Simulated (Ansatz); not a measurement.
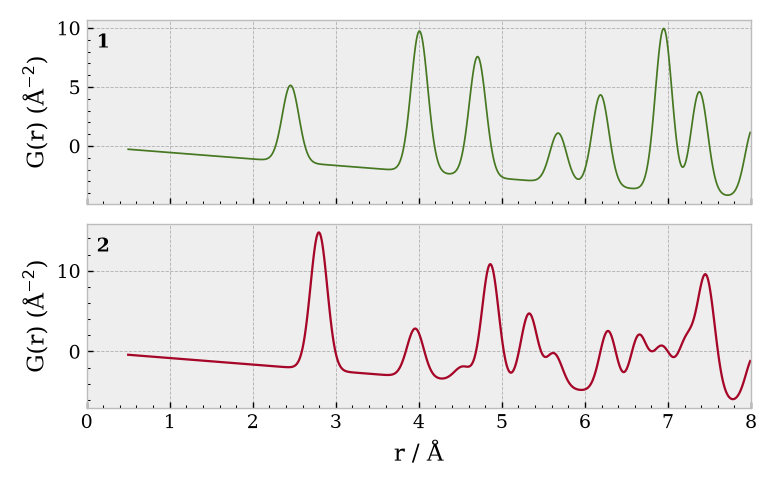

Computed neutron G(r), with each pair weighted by the product of the tabulated coherent neutron scattering lengths (natural isotope mix where the element has one) and a uniform peak width σ = 0.10 Å. There is no Q-range truncation.

Candidate structures:

A. 
```cif
data_structure
_symmetry_space_group_name_H-M 'P 1'
_symmetry_Int_Tables_number 1
_cell_length_a 5.6777
_cell_length_b 5.6777
_cell_length_c 5.6777
_cell_angle_alpha 90.000
_cell_angle_beta 90.000
_cell_angle_gamma 90.000
_cell_volume 183.03
loop_
_atom_site_label
_atom_site_type_symbol
_atom_site_fract_x
_atom_site_fract_y
_atom_site_fract_z
_atom_site_occupancy
Re1 Re 0.75000 0.75000 0.75000 1
Re2 Re 0.00000 0.50000 0.00000 1
Re3 Re 0.75000 0.25000 0.25000 1
Re4 Re 0.00000 0.00000 0.50000 1
Re5 Re 0.25000 0.75000 0.25000 1
Re6 Re 0.50000 0.50000 0.50000 1
Re7 Re 0.25000 0.25000 0.75000 1
Re8 Re 0.50000 0.00000 0.00000 1
```

B. 
```
Re
1.0
     2.81422    0.00000    0.00000
    -1.40711    2.43719    0.00000
     0.00000    0.00000    4.52845
Re
2
Direct
  0.66667 0.33333 0.75000
  0.33333 0.66667 0.25000
```

Origins: A, coordinates from a relaxation with DFT, RPBE, plane waves (420 eV) with PAW, scalar-relativistic in Ansatz 0.2.0; the starting structure was generated, so it need not be a known form of this composition; B, coordinates from a relaxation with Ansatz, DFT, BLYP, plane waves (420 eV) with PAW, scalar-relativistic; the starting structure was generated, so it need not be a known form of this composition.

Question: Match each curve to its structure.

Answer: curve 1 is A (Re, first clear peaks at 2.46 Å (Re–Re) and 4.01 Å (Re–Re)); curve 2 is B (Re, first clear peaks at 2.80 Å (Re–Re) and 3.96 Å (Re–Re)).
